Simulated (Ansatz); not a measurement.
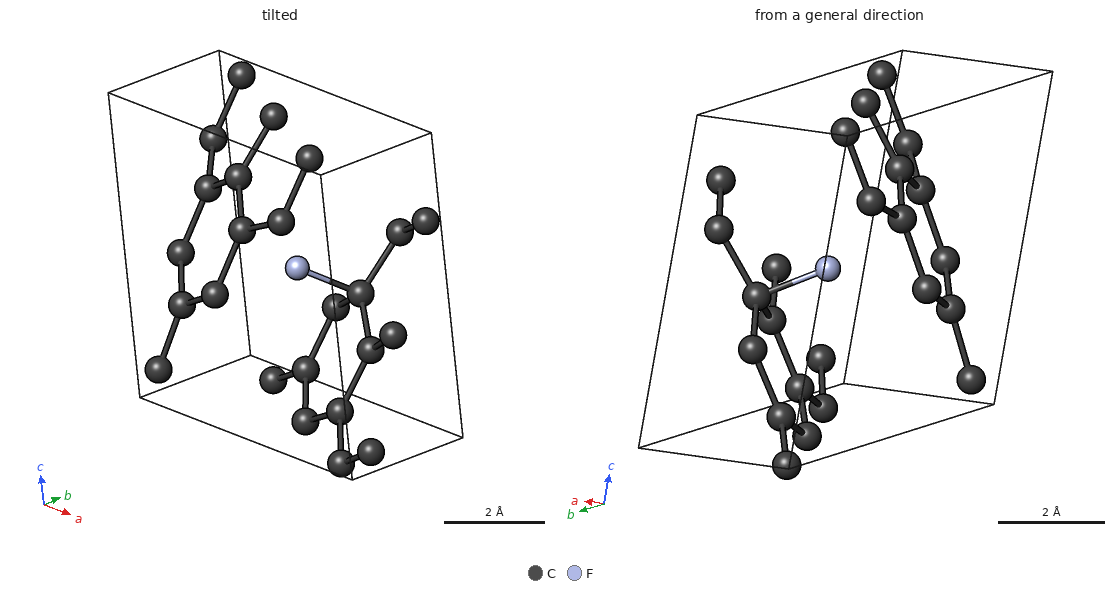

The crystal in a ball-and-stick representation, seen slightly off an axis and from a general direction. The parallelepiped is the supercell. The host is C, in a cell of 18 sites, and the cell is neutral.

### How does this supercell depart from the perfect host?

An interstitial fluorine atom. It is bonded to one C at about 1.5 Å.

Results below were computed with Ansatz, DFT PBE+D3(BJ), scalar-relativistic, plane waves, PAW; the settings were cutoff 420 eV, a 4×4×4 k-point mesh, Gaussian smearing of 0.01 eV, collinear spins.

### Does the defect leave unpaired spin?

No net moment.

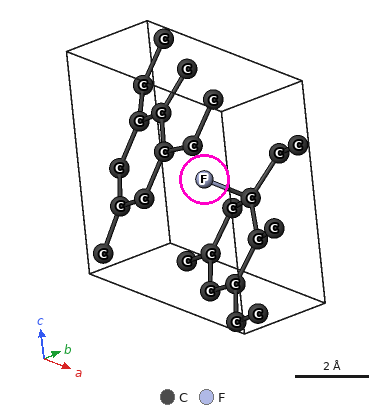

The same cell with a ring at the defect's site.

The atoms were relaxed in the host's cell with DFT PBE+D3(BJ), scalar-relativistic, plane waves, PAW in Ansatz.
